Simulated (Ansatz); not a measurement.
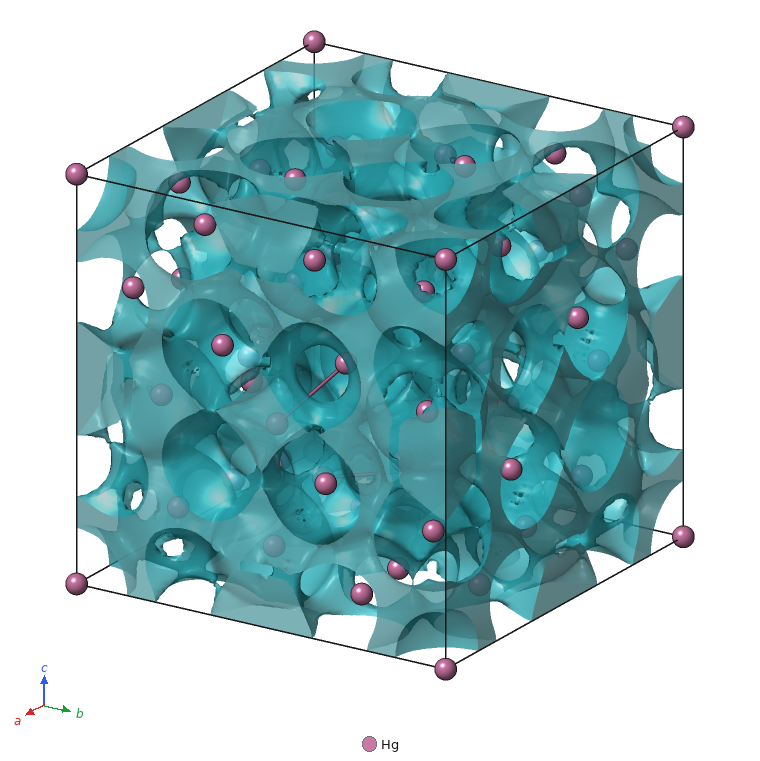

Crystal voids of Hg (I-43m): the teal surface encloses the regions where the procrystal electron density, the sum of the densities of spherically averaged neutral Hartree-Fock atoms, is below 0.01 e/bohr³ (1×1×1 cells, view from a free direction). No self-consistent density enters. Pale faces close the region where the drawn box cuts it. From Rb on the atoms have core potentials, so only their outer electrons count. The usual level for crystal voids is 0.002 e/bohr³; this crystal has almost no region below it, so a higher level is used, which marks the interstitial space of lowest density.

The cell is taken from the end point of a relaxation with DFT PBE, scalar-relativistic, plane waves, PAW (Ansatz 0.2.0).

```cif
data_structure
_symmetry_space_group_name_H-M 'I-43m'
_symmetry_Int_Tables_number 217
_cell_length_a 12.1753
_cell_length_b 12.1753
_cell_length_c 12.1753
_cell_angle_alpha 90.000
_cell_angle_beta 90.000
_cell_angle_gamma 90.000
_cell_volume 1804.83
loop_
_atom_site_label
_atom_site_type_symbol
_atom_site_symmetry_multiplicity
_atom_site_Wyckoff_symbol
_atom_site_fract_x
_atom_site_fract_y
_atom_site_fract_z
_atom_site_occupancy
Hg1 Hg 2 a 0.00000 0.00000 0.00000 1
Hg2 Hg 8 c 0.16758 0.16758 0.83242 1
Hg3 Hg 24 g 0.44534 0.13988 0.86012 1
Hg4 Hg 24 g 0.71243 0.09339 0.90661 1
```

What share of the cell is void by this measure?

The voids take about 32 % of the cell (580 Å³ of 1804.8 Å³) and are bounded by about 1700 Å² of surface per cell.

What shape does the empty space take in three dimensions?

Where they connect, they form a three-dimensional network.

How low does the density fall, and where?

To about 0.0028 e/bohr³ near 0.00, 0.00, 0.50 (fractional), 2.5 Å from the nearest nucleus.

At what density do the voids first join through the crystal?

At about 0.0073 e/bohr³, as a three-dimensional network.
